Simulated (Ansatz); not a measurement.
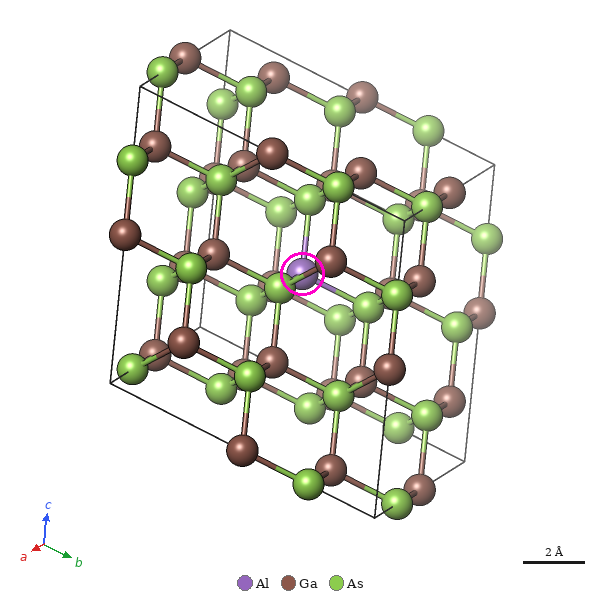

We look at a ball-and-stick model of the crystal slightly off an axis. The lines enclose the supercell; boundary atoms appear with their images. The host is GaAs, in a cell of 32 sites, and the cell is neutral. A ring marks the defect's site.

### Where does the cell differ from the host, and how?

Aluminium on a gallium site (a substitutional impurity). It is bonded to four As in a tetrahedral arrangement at about 2.5 Å.

The atoms were relaxed in the host's cell with Ansatz 0.2.0, DFT PBE, scalar-relativistic, plane waves, PAW.
